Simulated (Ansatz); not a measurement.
## Ge: a changed input and its effect

System: Ge (Cmcm, 4 atoms in the cell).
Method of the first run: DFT r2SCAN, scalar-relativistic, plane waves, PAW, no spin polarisation (Ansatz 0.2.0).

The structure derives from a Materials Project entry. Text and figures count atoms from 1; the logs count them from 0 in places.

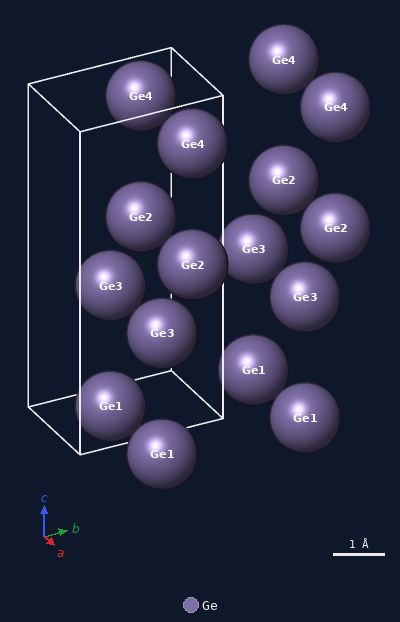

Fig. 1: The structure (spheres-only view of the cell of the calculation, repeated 2 × 2 × 1, seen slightly off an axis; atoms are numbered from 1 in the order of the input). An atom can appear more than once, as a periodic image.

Input, the first run:
```yaml
crystal:
  lattice:
    - [3.75590978, 0.0, 0.0]
    - [-1.87795489, 3.4603332806, 0.0]
    - [0.0, 0.0, 6.602710985]
  atoms:
    - { symbol: Ge, position: [0.6666666667, 0.3333333333, 0.0629814343] }
    - { symbol: Ge, position: [0.3333333333, 0.6666666667, 0.5629814343] }
    - { symbol: Ge, position: [0.6666666667, 0.3333333333, 0.4370185657] }
    - { symbol: Ge, position: [0.3333333333, 0.6666666667, 0.9370185657] }
basis:
  ecutwfc: 500
kpoints:
  mp_grid: { grid: [12, 12, 6] }
hamiltonian:
  xc: r2scan
scf:
  occupations: { method: gaussian, width: 0.03 }
output:
  forces: true
  stress: true
  eigenvalues: true
```

Launched with:
```bash
ansatz run input.yaml --threads 1 --pin off --max-ram 2560MiB --backend cpu --events-out ev --progress --plain --runs-dir out
```

Hardware: 1 thread of Arm Neoverse V1, 24 GiB of memory available, shared host.

Output, shortened to warnings, some set-up lines, iterations and results (the first run):
```
Basis set: ecut = 500 eV, 2147 PW (Γ), exchange–correlation on 120×120×200 points (64 copies of the dense FFT grid, shifted against one another)
Symmetry: 8 space group operations
k-points: 172 of 864
Initial density: superposition of atomic densities (neutral atoms: chi_scale 0, normalization atom), corrected by the library's trained network
[...]
SCF iter   1: F=—  HF=-17211.319031 eV  |F-HF|=—  |Δ(HF+E_count)|=         —  Δρ=6.93e-3  dr2=1.64e-2  dr2_τ=1.18e-2  ethr=1.77e-3  ⟨swp⟩=6.3  Hψ=22657  notcnv=0  defer=6
SCF iter   2: F=—  HF=-17211.343989 eV  |F-HF|=—  |Δ(HF+E_count)|=   2.50e-2  Δρ=1.83e-3  dr2=1.57e-3  dr2_τ=6.02e-5  ethr=2.93e-5  ⟨swp⟩=2.1  Hψ=12854  notcnv=0  defer=246
SCF iter   3: F=—  HF=-17211.343977 eV  |F-HF|=—  |Δ(HF+E_count)|=   1.29e-5  Δρ=1.32e-3  dr2=7.25e-4  dr2_τ=5.92e-6  ethr=2.80e-6  ⟨swp⟩=2.0  Hψ=9042  notcnv=0  defer=74
SCF iter   4: F=—  HF=-17211.344058 eV  |F-HF|=—  |Δ(HF+E_count)|=   8.18e-5  Δρ=8.61e-5  dr2=7.70e-6  dr2_τ=1.71e-7  ethr=1.29e-6  ⟨swp⟩=2.0  Hψ=6908  notcnv=0  defer=74
SCF iter   5: F=—  HF=-17211.344055 eV  |F-HF|=—  |Δ(HF+E_count)|=   3.10e-6  Δρ=2.46e-5  dr2=5.74e-7  dr2_τ=7.21e-9  ethr=1.37e-8  ⟨swp⟩=2.0  Hψ=10418  notcnv=0  defer=74
SCF iter   6: F=-17211.344055 eV  HF=-17211.344055 eV  |F-HF|=7.71e-10  |Δ(HF+E_count)|=   1.52e-7  Δρ=3.36e-6  dr2=1.15e-8  dr2_τ=1.53e-10  ethr=1.79e-10  ⟨swp⟩=6.8  …
SCF 1 converged in 6 iterations: F = -17211.344055 eV  dr2 = 1.15e-8
SCF converged after 6 iterations
Free energy (F): -17211.344055 eV
Harris-Foulkes:  -17211.344055 eV  (|F-HF|=7.71e-10)
Internal energy: -17211.344034 eV  (E = F + TS)
E sigma→0 (E₀):  -17211.344045 eV
Entropy (-TS):   -0.000021 eV (-0.005 meV/atom)
Fermi energy:    9.522869 eV
--- Per-component energies (eV) ---
  E_band       = -600.062778
  E_kinetic    = 447.924622
  E_local      = -9751.692981  (includes V_loc(G=0)·N_el)
  E_nonlocal   = 1681.741204
  E_hartree    = 4292.585734
  E_xc         = -278.323013
  E_vxc        = -274.241308  (∫ρ·V_xc dr)
  E_paw        = -8137.406564  (= ΣΔE_a)
  E_vpaw       = -1304.275282  (= ΣTr[D̂ρ^β])
  E_aug_tail   = 0.000063  (compensation charges beyond the density's cutoff)
  E_vtau       = 15.306789  (kinetic-family band-sum trace: ∫τ·v_τ [+ j·A + Jᵃ·Aᵃ] dr)
  E_ewald      = -5461.830035
  E_core_change = -4.343063  (= ΣΔE_core)
  E_smearing   = -0.000021  (= −TS)
  E_closure    = 0.000000  (closes the sum)
  Σ components = -17211.344055   (vs F -17211.344055, Δ=0.00e0)
--- Forces (eV/Å), atoms counted from 1 ---
  atom   1  Ge     0.00000000    -0.54504525     0.37894212
  atom   2  Ge     0.00000000     0.54504525     0.37894212
  atom   3  Ge     0.00000000    -0.54504525    -0.37894212
  atom   4  Ge     0.00000000     0.54504525    -0.37894212
  max |Σ_I F_I| component: 5.20e-18 eV/Å
--- Stress (GPa, compression-positive) ---
       13.464574       0.000000       0.000000
        0.000000       2.293246       0.000000
        0.000000       0.000000       0.786432
  P = ⅓ Tr σ = 5.5148 GPa (55.148 kbar)
```

The input of the second run differs as follows (lines with − go, lines with + come):
```diff
-    - [3.75590978, 0.0, 0.0]
-    - [-1.87795489, 3.4603332806, 0.0]
+    - [4.2353876242, 0.0, 0.0]
+    - [-2.1176938121, 3.4603332806, 0.0]
```

Predict how the results change.

With the same functional and potentials, the second run lies 14.8 meV per atom lower. The gap of 0.07 eV on the mesh closes. The pressure goes from 5.51 to −3.28 GPa. The largest force goes from 0.664 to 0.400 eV/Å. The volume per atom goes from 21.45 to 24.19 Å³. The number of SCF iterations is the same. The plane waves at Γ go from 2147 to 2455.

Output, shortened to warnings, some set-up lines, iterations and results (the second run):
```
Basis set: ecut = 500 eV, 2455 PW (Γ), exchange–correlation on 128×120×200 points (64 copies of the dense FFT grid, shifted against one another)
Symmetry: 8 space group operations
k-points: 172 of 864
Initial density: superposition of atomic densities (neutral atoms: chi_scale 0, normalization atom), corrected by the library's trained network
[...]
SCF iter   1: F=—  HF=-17211.391742 eV  |F-HF|=—  |Δ(HF+E_count)|=         —  Δρ=6.01e-3  dr2=1.12e-2  dr2_τ=7.12e-3  ethr=1.77e-3  ⟨swp⟩=6.4  Hψ=22515  notcnv=0
SCF iter   2: F=—  HF=-17211.402876 eV  |F-HF|=—  |Δ(HF+E_count)|=   1.11e-2  Δρ=1.74e-3  dr2=1.10e-3  dr2_τ=3.38e-5  ethr=2.00e-5  ⟨swp⟩=2.0  Hψ=12827  notcnv=0  defer=248
SCF iter   3: F=—  HF=-17211.403150 eV  |F-HF|=—  |Δ(HF+E_count)|=   2.74e-4  Δρ=1.09e-3  dr2=4.02e-4  dr2_τ=4.96e-6  ethr=1.96e-6  ⟨swp⟩=2.0  Hψ=10361  notcnv=0  defer=76
SCF iter   4: F=—  HF=-17211.403228 eV  |F-HF|=—  |Δ(HF+E_count)|=   7.81e-5  Δρ=2.04e-4  dr2=1.61e-5  dr2_τ=1.89e-7  ethr=7.18e-7  ⟨swp⟩=1.9  Hψ=6038  notcnv=0  defer=76
SCF iter   5: F=—  HF=-17211.403231 eV  |F-HF|=—  |Δ(HF+E_count)|=   3.19e-6  Δρ=2.39e-5  dr2=3.23e-7  dr2_τ=2.80e-9  ethr=2.87e-8  ⟨swp⟩=2.0  Hψ=6855  notcnv=0  defer=76
SCF iter   6: F=-17211.403231 eV  HF=-17211.403231 eV  |F-HF|=3.33e-9  |Δ(HF+E_count)|=   1.97e-7  Δρ=2.25e-6  dr2=4.06e-9  dr2_τ=3.81e-11  ethr=1.79e-10  ⟨swp⟩=6.7  Hψ=22209 …
SCF 1 converged in 6 iterations: F = -17211.403231 eV  dr2 = 4.06e-9
SCF converged after 6 iterations
Free energy (F): -17211.403231 eV
Harris-Foulkes:  -17211.403231 eV  (|F-HF|=3.33e-9)
Internal energy: -17211.403124 eV  (E = F + TS)
E sigma→0 (E₀):  -17211.403177 eV
Entropy (-TS):   -0.000108 eV (-0.027 meV/atom)
Fermi energy:    7.608171 eV
--- Per-component energies (eV) ---
  E_band       = -677.297598
  E_kinetic    = 440.875479
  E_local      = -10098.670966  (includes V_loc(G=0)·N_el)
  E_nonlocal   = 1678.365940
  E_hartree    = 4428.460099
  E_xc         = -274.750460
  E_vxc        = -269.383031  (∫ρ·V_xc dr)
  E_paw        = -8135.486744  (= ΣΔE_a)
  E_vpaw       = -1300.635728  (= ΣTr[D̂ρ^β])
  E_aug_tail   = 0.000064  (compensation charges beyond the density's cutoff)
  E_vtau       = 15.231066  (kinetic-family band-sum trace: ∫τ·v_τ [+ j·A + Jᵃ·Aᵃ] dr)
  E_ewald      = -5245.853472
  E_core_change = -4.343063  (= ΣΔE_core)
  E_smearing   = -0.000108  (= −TS)
  E_closure    = -0.000000  (closes the sum)
  Σ components = -17211.403231   (vs F -17211.403231, Δ=0.00e0)
--- Forces (eV/Å), atoms counted from 1 ---
  atom   1  Ge     0.00000000     0.33186009    -0.22346472
  atom   2  Ge     0.00000000    -0.33186009    -0.22346472
  atom   3  Ge     0.00000000     0.33186009     0.22346472
  atom   4  Ge     0.00000000    -0.33186009     0.22346472
  max |Σ_I F_I| component: 2.78e-17 eV/Å
--- Stress (GPa, compression-positive) ---
       -8.304374       0.000000       0.000000
        0.000000      -1.192370       0.000000
        0.000000       0.000000      -0.334697
  P = ⅓ Tr σ = -3.2771 GPa (-32.771 kbar)
```

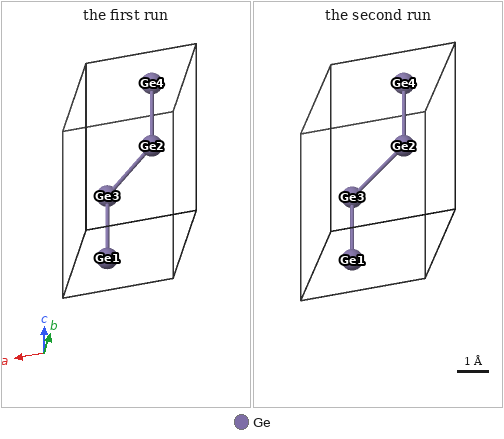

Fig. 2: The two input geometries at one scale (ball-and-stick view of the cell of the calculation, seen at an oblique angle). No atom moves by more than 0.005 Å relative to the cell. Cell: a 3.756 → 4.235 Å (+12.8 %), b 3.937 → 4.057 Å (+3.0 %), c stays at 6.603 Å, γ 118.5° → 121.5°. Volume +12.8 %. Among the contacts that change: Ge1–Ge4 2.356 → 2.551 Å.

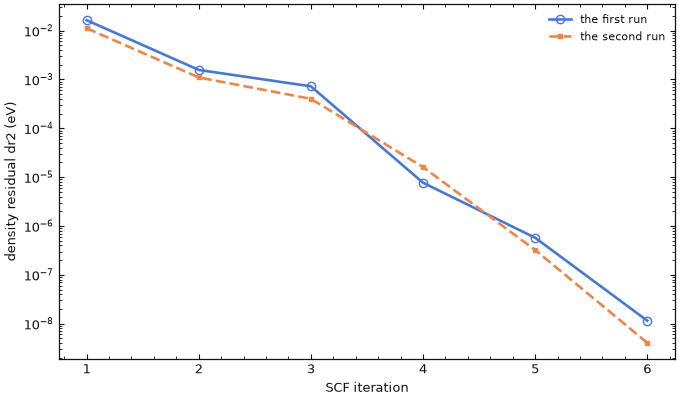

Fig. 3: Convergence of the two runs: density residual dr2 against the SCF iteration. The first run takes 6 iterations in all, and the second run takes 6.

The two runs side by side:

| quantity | the first run | the second run |
| --- | --- | --- |
| outcome | converged | converged |
| free energy per atom (eV) | −4302.8360 | −4302.8508 |
| gap on the mesh (eV) | 0.07 | 0.00 |
| pressure (GPa) | 5.51 | −3.28 |
| volume per atom (Å³) | 21.45 | 24.19 |
| largest force (eV/Å) | 0.664 | 0.400 |
| SCF iterations | 6 | 6 |
| irreducible k-points | 172 | 172 |
| plane waves at Γ | 2147 | 2455 |
| wall time (shared host) | 60 s | 64 s |
